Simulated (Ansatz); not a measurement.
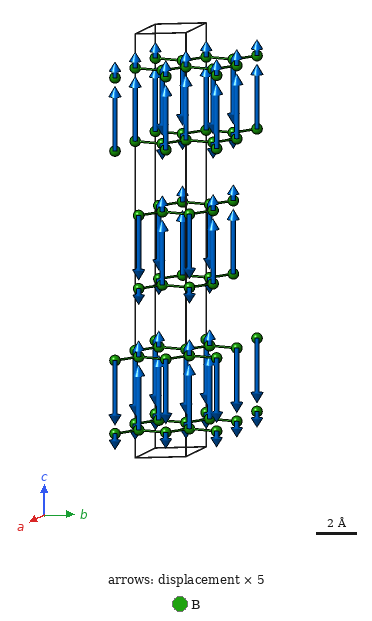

This is a relaxation of solid B (a generated structure, set up in R-3m) (coarse preliminary run). The starting structure is drawn; blue arrows show the displacements (the part carried along by the change of the cell is left out), 5 times their true length.

A ball-and-stick model of the conventional cell (3 times the calculation's cell), repeated 2 × 2 × 1 with one cell outlined, seen slightly off an axis. Lengths and directions refer to the drawn axes.

Case: C → B on all its sites, cell and atoms relaxed.

All numbers below come from DFT LDA, scalar-relativistic, plane waves, PAW in Ansatz 0.2.0.

Input
```yaml
crystal:
  lattice:
    - [1.2992681977, 0.7501328437, 7.3434739751]
    - [-1.2992681977, 0.7501328437, 7.3434739751]
    - [0.0, -1.5002656873, 7.3434739751]
  atoms:
    - { symbol: B, position: [0.9196873279, 0.9196873279, 0.9196873279] }
    - { symbol: B, position: [0.252994558, 0.252994558, 0.252994558] }
    - { symbol: B, position: [0.747005442, 0.747005442, 0.747005442] }
    - { symbol: B, position: [0.0803126721, 0.0803126721, 0.0803126721] }
basis:
  ecutwfc: 420
kpoints:
  mp_grid: { grid: [12, 12, 12] }
hamiltonian:
  xc: lda
scf:
  occupations: { method: gaussian, width: 0.1 }
output:
  forces: true
  stress: true
  eigenvalues: true
relax:
  adjacent_minimum: "off"
  f_tol: 0.05
  max_steps: 60
  cell: { stress_tol: 0.5 }
```

Launched with:
```bash
ansatz run input.yaml --threads 1 --pin off --max-ram 2560MiB --backend cpu --events-out ev --progress --plain --runs-dir out
```

Q: What did the optimiser do to the structure, and how much energy did it gain?

A: The largest moves relative to the cell, 0.68 Å, are those of B2 and B3. B2 goes along −c. The drawn cell changes as follows: a = b 2.599 → 2.810 Å (+8.2 %), c 22.030 → 12.365 Å (−43.9 %); the volume changes by −34.3 %. Some distances before and after: B2–B3 4.089 → 1.799 Å, B1–B3 3.804 → 1.628 Å, B1–B4 3.539 → 1.643 Å, B1–B2 1.500 → 1.832 Å. New bonds form: B1–B3 (3.80 → 1.63 Å), B1–B4 (3.54 → 1.64 Å), B2–B3 (4.09 → 1.80 Å), B2–B4 (3.80 → 1.63 Å). Bond angles that change, for instance: B4–B3–B4 120.0° → 100.2°. The space group stays R-3m (No. 166). Over 18 accepted moves (20 points after the start) the energy falls by 1757 meV per atom. The largest force component goes from 0.033 to 0.012 eV/Å. Pressure: 48.17 GPa at the start and 0.12 GPa at the end. The line search rejected the trial step at point 17 of the run. At 1 point the geometry stayed and the basis and grid were re-selected for the new cell (energy shift of 1.8 meV per atom at most each time). The run took 3.7 min on 1 thread of Arm Neoverse N1, on a shared host, peak memory 0.36 GiB.
